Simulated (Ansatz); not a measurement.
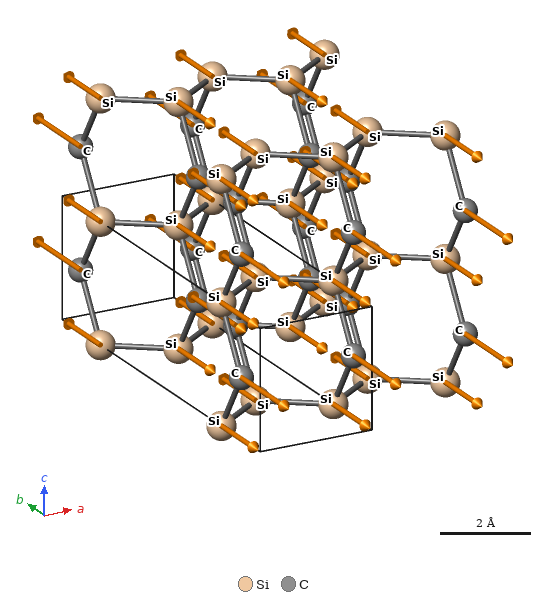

A relaxation of solid SiC (a generated structure, set up in Cmmm) (coarse preliminary run). The starting structure is drawn; orange arrows show the displacements (the part carried along by the change of the cell is left out), magnified 10 times.

Style: ball-and-stick. Shown: the conventional cell (2 times the calculation's cell), repeated 2 × 1 × 2 with one cell outlined, from a free direction. Lengths and directions refer to the drawn axes.

The calculation used Ansatz 0.2.0, DFT PBE, scalar-relativistic, plane waves, PAW. (plane-wave cutoff 420 eV; k-point mesh 6 × 6 × 6; occupations gaussian; smearing width 0.1 eV; no spin polarisation; cell and atoms relaxed; force threshold 0.04 eV/Å; at most 70 steps)

What happened in the run?

Answer. The energy falls by 2646 meV per atom in 11 accepted moves (13 points after the start). Largest force component: 21 eV/Å at the start, 0.022 eV/Å at the end. The pressure goes from 109.59 to −0.06 GPa. The SCF was repeated twice at an unchanged geometry on a basis and grid sized afresh for the cell, which shifted the energy by 55.4 meV per atom at most. The largest moves relative to the cell, 0.22 Å, are those of C atoms. Largest moves by element: C 0.22 Å, Si 0.17 Å. The volume changes by +51.1 %, with a 2.841 → 3.860 Å (+35.8 %), b 9.314 → 9.686 Å (+4.0 %), c 2.955 → 3.161 Å (+7.0 %). Among the contacts that change: Si–Si 2.841 → 3.860 Å, Si–Si 1.752 → 2.392 Å, C–C 1.752 → 1.374 Å, C–Si 1.752 → 1.885 Å. The space group stays Cmmm (No. 65).
